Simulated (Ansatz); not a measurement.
A series of calculations on HC18N

### Relaxation

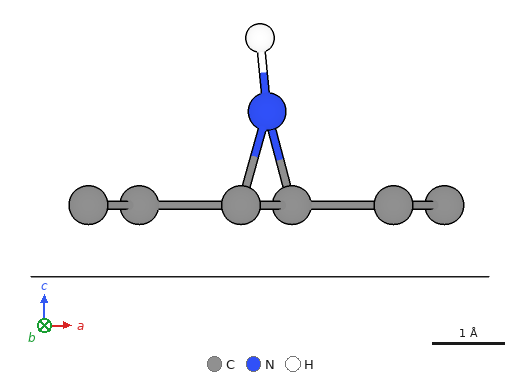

This is the input geometry for a relaxation of a slab of composition HC$_{18}$N. Style: ball-and-stick. Shown: the cell of the calculation, outlined in the plane, without the vacuum (origin shifted), along the b axis.

It is NH on graphene monolayer, set down by a guess. The run prepares the start of a later molecular dynamics calculation, from a guessed geometry.

Level of theory: Ansatz 0.2.0, DFT r2SCAN, scalar-relativistic, plane waves, PAW.

Input
```yaml
accuracy: low
crystal:
  lattice:
    - [7.398, 0.0, 0.0]
    - [-3.699, 6.406856, 0.0]
    - [0.0, 0.0, 12.0]
  atoms:
    - { symbol: C, position: [0.0, 0.0, 0.0833333] }
    - { symbol: C, position: [0.2222222, 0.1111111, 0.0833333] }
    - { symbol: C, position: [0.0, 0.3333333, 0.0833333] }
    - { symbol: C, position: [0.2222222, 0.4444444, 0.0833333] }
    - { symbol: C, position: [0.0, 0.6666667, 0.0833333] }
    - { symbol: C, position: [0.2222222, 0.7777778, 0.0833333] }
    - { symbol: C, position: [0.3333333, 0.0, 0.0833333] }
    - { symbol: C, position: [0.5555556, 0.1111111, 0.0833333] }
    - { symbol: C, position: [0.3333333, 0.3333333, 0.0833333] }
    - { symbol: C, position: [0.5555556, 0.4444444, 0.0833333] }
    - { symbol: C, position: [0.3333333, 0.6666667, 0.0833333] }
    - { symbol: C, position: [0.5555556, 0.7777778, 0.0833333] }
    - { symbol: C, position: [0.6666667, 0.0, 0.0833333] }
    - { symbol: C, position: [0.8888889, 0.1111111, 0.0833333] }
    - { symbol: C, position: [0.6666667, 0.3333333, 0.0833333] }
    - { symbol: C, position: [0.8888889, 0.4444444, 0.0833333] }
    - { symbol: C, position: [0.6666667, 0.6666667, 0.0833333] }
    - { symbol: C, position: [0.8888889, 0.7777778, 0.0833333] }
    - { symbol: "N", position: [0.2794119, 0.2231346, 0.1925] }
    - { symbol: H, position: [0.2638048, 0.2154986, 0.2783333] }
basis:
  ecutwfc: 500.0
kpoints:
  mp_grid: { grid: [2, 2, 1] }
hamiltonian:
  xc: r2scan
scf:
  occupations: { method: fermi_dirac, width: 0.02 }
  lower_state_search: "off"
relax:
  f_tol: 0.08
  max_steps: 25
  adjacent_minimum: "off"
```

Run as
```bash
ansatz run input.yaml --threads 2 --pin off --max-ram 5120MiB --backend cpu --events-out ev --progress --plain --runs-dir out
```

Q: What does the optimiser find from here?

A: H20 moves most relative to the layer's centre: 0.85 Å at 65° to the normal (−c side). Largest moves by element: H 0.85 Å, C 0.31 Å, N 0.29 Å. The cell stays as it was. Near-neighbour distances that change, for instance: C2–C9 1.424 → 1.514 Å, C1–C2 1.424 → 1.465 Å, C10–C15 1.424 → 1.388 Å, C8–C15 1.424 → 1.456 Å. Bond angles that change, for instance: C9–N19–H20 153.9° → 107.6°, C2–N19–H20 148.2° → 107.6°, C1–C2–N19 104.2° → 115.9°. After 9 geometry steps the energy has fallen by 2.592 eV per cell of the calculation. Largest force component: 3.7 eV/Å at the start, 0.047 eV/Å at the end. Cost: 2.2 min on 2 threads of Arm Neoverse V2 (shared host), peak memory 1.3 GiB.

History of the run:

| step | E − E(0), meV/atom | largest force component, eV/Å |
| --- | --- | --- |
| 0 | 0.00 | 3.6623 |
| 1 | -66.77 | 2.2219 |
| 2 | -86.01 | 1.2300 |
| 3 | -96.49 | 1.9298 |
| 4 | -106.07 | 1.4801 |
| 5 | -118.25 | 1.9615 |
| 6 | -126.02 | 1.1201 |
| 7 | -129.17 | 0.5473 |
| 8 | -129.53 | 0.1287 |
| 9 | -129.60 | 0.0471 |

The structure at the end:

```xyz
20
Lattice="7.3980 0.0000 0.0000 -3.6990 6.4069 0.0000 0.0000 0.0000 12.0000" Properties=species:S:1:pos:R:3 pbc="T T T"
C     3.7069    6.3917    1.0166
C     1.2725    0.6650    1.3083
C    -1.1882    2.1487    0.9834
C     0.0078    2.8589    1.0166
C    -2.4283    4.2654    0.9328
C    -1.1859    4.9772    0.9272
C    -1.1612    6.3873    1.0188
C     3.7278    0.6939    0.9885
C     1.2724    2.1787    1.3082
C     2.5378    2.8633    1.0189
C     0.0314    4.2730    0.9281
C     1.2707    4.9852    0.9328
C     1.2696    6.3924    0.9370
C     6.2098    0.6950    0.9835
C     3.7278    2.1498    0.9885
C     4.9686    2.8582    0.9370
C     2.5131    4.2734    0.9272
C     3.7304    4.9775    0.9281
N     1.3230    1.4220    2.5865
H     0.3824    1.4223    2.9823
```

The end point in the same view:

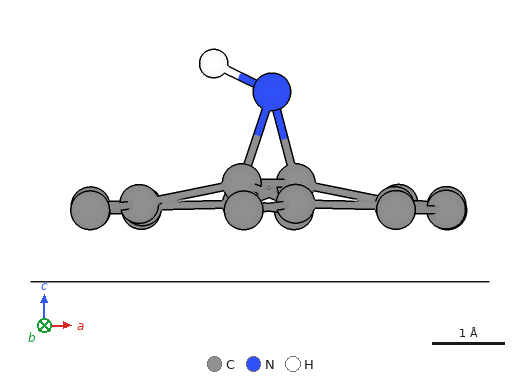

Limits of the set-up: the program's low-accuracy preset was used; the periodic images lie only 7.4 Å apart, so the values are limited by the cell's size.

### Dynamics

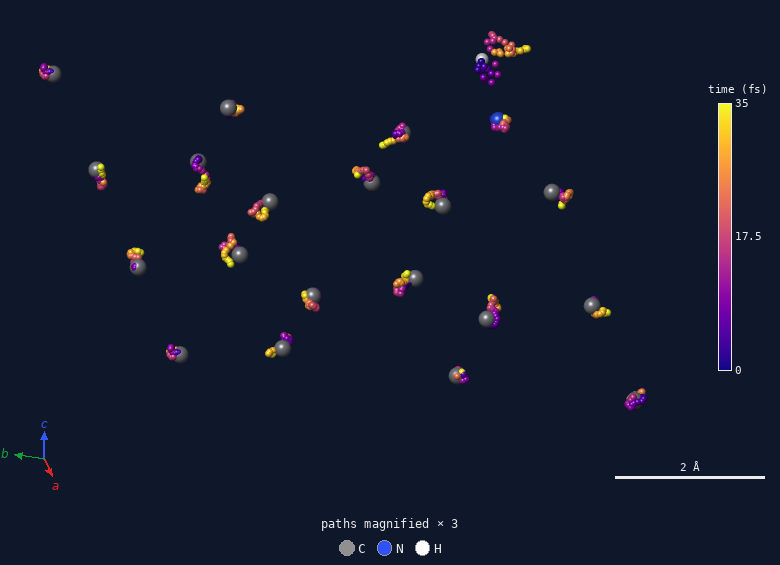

First-principles dynamics of NH on graphene monolayer (20 atoms in the cell), 35 fs long. Dots mark each atom's position at evenly spaced times, coloured by time; spheres stand at the starting positions. The excursions are magnified 3 times. Seen from a free direction in the simulation cell, with the vacuum cut short.

Theory: Ansatz 0.2.0, DFT r2SCAN, scalar-relativistic, plane waves, PAW. Run with plane-wave cutoff 500 eV; k-point mesh 2 × 2 × 1; Fermi-Dirac smearing 0.02 eV; low-accuracy preset; Langevin thermostat (NVT); set temperature 1000 K; time step 0.5 fs; friction 1 per fs.

Input file:
```yaml
accuracy: low
crystal:
  lattice:
    - [7.398, 0.0, 0.0]
    - [-3.699, 6.406856, 0.0]
    - [0.0, 0.0, 12.0]
  atoms:
    - { symbol: C, position: [-0.00011822, -0.00236236, 0.08471457] }
    - { symbol: C, position: [0.22389581, 0.1037916, 0.10902151] }
    - { symbol: C, position: [0.00707611, 0.33537354, 0.08195313] }
    - { symbol: C, position: [0.22416848, 0.44621743, 0.08471315] }
    - { symbol: C, position: [0.00463338, 0.66575142, 0.07773453] }
    - { symbol: C, position: [0.22813012, 0.77684973, 0.07726576] }
    - { symbol: C, position: [0.34151104, -0.00305294, 0.08489834] }
    - { symbol: C, position: [0.55804847, 0.10831251, 0.08237135] }
    - { symbol: C, position: [0.34202525, 0.3400608, 0.10901821] }
    - { symbol: C, position: [0.56648871, 0.44690484, 0.08490613] }
    - { symbol: C, position: [0.3377134, 0.66694484, 0.07733803] }
    - { symbol: C, position: [0.56081042, 0.77810298, 0.07773266] }
    - { symbol: C, position: [0.67048136, -0.00225693, 0.07808272] }
    - { symbol: C, position: [0.89363204, 0.10848176, 0.08195577] }
    - { symbol: C, position: [0.67166126, 0.33553946, 0.08237399] }
    - { symbol: C, position: [0.89466351, 0.44611026, 0.07808036] }
    - { symbol: C, position: [0.67320635, 0.66700422, 0.07726983] }
    - { symbol: C, position: [0.89269602, 0.77690916, 0.07734002] }
    - { symbol: "N", position: [0.2898039, 0.22195455, 0.21553768] }
    - { symbol: H, position: [0.16268938, 0.22199625, 0.24852495] }
basis:
  ecutwfc: 500.0
kpoints:
  mp_grid: { grid: [2, 2, 1] }
hamiltonian:
  xc: r2scan
scf:
  occupations: { method: fermi_dirac, width: 0.02 }
  lower_state_search: "off"
  max_iter: 82
md:
  timestep: 0.5
  n_steps: 70
  ensemble: nvt_langevin
  temperature: 1000.0
  initial_velocities: maxwell_boltzmann
  seed: 978750
  friction: 1.0
```

Command:
```bash
ansatz run input.yaml --threads 2 --pin off --max-ram 5120MiB --backend cpu --events-out ev --progress --plain --runs-dir out
```

Q: How do the atoms move?

A: Root-mean-square distances from the starting positions over the second half, with the common drift of all atoms taken out: H 0.15 Å, C 0.07 Å, N 0.04 Å. The run lasts only 35 fs, too short to tell vibration from diffusion. The mean temperature in the second half is 972 K (standard deviation 164 K). The potential energy in the second half lies on average 80.1 meV per atom above the first frame. The friction is so strong that the slow modes are overdamped, and the motion no longer resembles free dynamics.

Limits of the set-up: the program's low-accuracy preset was used; the periodic images lie only 7.4 Å apart, so the values are limited by the cell's size.

### Dynamics

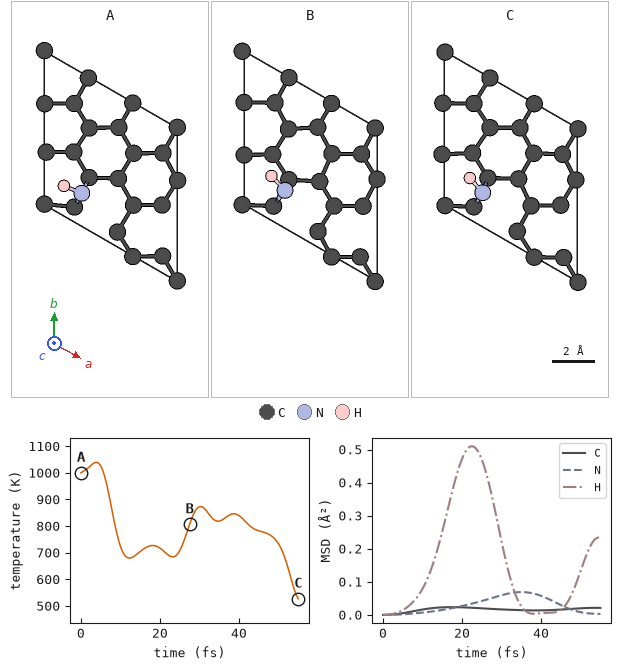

A Born-Oppenheimer molecular dynamics run of NH on graphene monolayer (20 atoms in the cell), 55 fs long. It starts from the last geometry of an earlier run, with fresh velocities. Frames (A at 0 fs, B at 28 fs, C at 55 fs) and the history of the run. The picture is a ball-and-stick view of the simulation cell, with the vacuum cut short, seen along the c axis. Bonds to atoms that aren't drawn are left out.

Level of theory: DFT r2SCAN, scalar-relativistic, plane waves, PAW (Ansatz 0.2.0). Set-up: plane-wave cutoff 500 eV; k-point mesh 2 × 2 × 1; Fermi-Dirac smearing 0.02 eV; low-accuracy preset; constant energy (NVE); velocities drawn for 1000 K; time step 0.5 fs.

Question: What happens in this trajectory?

Answer: The mean temperature in the second half is 782 K (standard deviation 85 K). The potential energy is still drifting at the end, so the run hasn't reached equilibrium. The potential energy in the second half lies on average 26.8 meV per atom above the first frame. Root-mean-square distances from the starting positions over the second half, with the common drift of all atoms taken out: H 0.32 Å, N 0.20 Å, C 0.13 Å. The run lasts only 55 fs, too short to tell vibration from diffusion.

Limits of the set-up: the program's low-accuracy preset was used; the periodic images lie only 7.4 Å apart, so the values are limited by the cell's size.

Cost: 16 min on 2 threads of Arm Neoverse V2, with other jobs on the host, peak memory 1.4 GiB.
